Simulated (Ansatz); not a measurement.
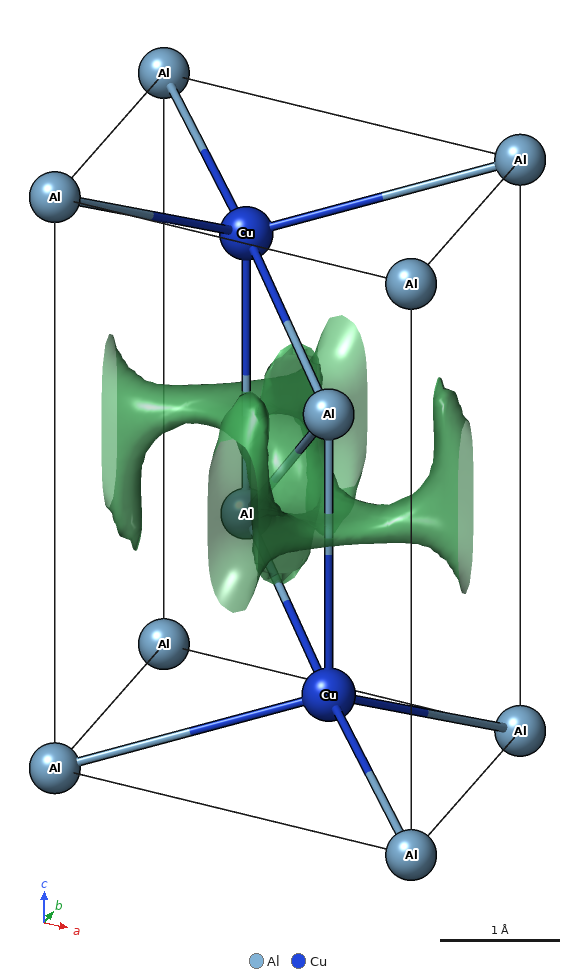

*Al3Cu2. Isosurface of the ELF at 0.65 (green), seen slightly off an axis. Only the valence region is drawn (cores and ρ < 0.01 e/Å³ removed). Sticks mark near contacts.*

Space group P-3m1; a structure from a database of computed crystals, not necessarily the ambient phase; computed without spin polarisation.

Level of theory: DFT PBEsol, scalar-relativistic, plane waves, PAW in Ansatz 0.2.0.

In a PAW calculation such maps are meaningful between the atoms, not at the nuclei.

```yaml
crystal:
  lattice:
    - [4.09859, 0.00000, 0.00000]
    - [-2.04929, 3.54948, 0.00000]
    - [0.00000, 0.00000, 4.98210]
  atoms:
    - { symbol: Al, position: [0.00000, 0.00000, 0.00000] }
    - { symbol: Al, position: [0.33333, 0.66667, 0.35151] }
    - { symbol: Al, position: [0.66667, 0.33333, 0.64849] }
    - { symbol: Cu, position: [0.33333, 0.66667, 0.84229] }
    - { symbol: Cu, position: [0.66667, 0.33333, 0.15771] }
```

**What do the ELF domains correspond to?**

At this value the surface marks out sheets that run through the cell in two directions, counted in one cell of 5 atoms. Any copies at cell faces, edges or corners count once.

Values along the shortest contacts:
Al–Cu (2.45 Å): the ELF peaks at about 0.70 between the atoms. Al–Al (2.79 Å): the ELF peaks at about 0.70 between the atoms.

**Does the calculation make it a metal, or give it a gap?**

It is gapless in this calculation (a metal or semimetal).
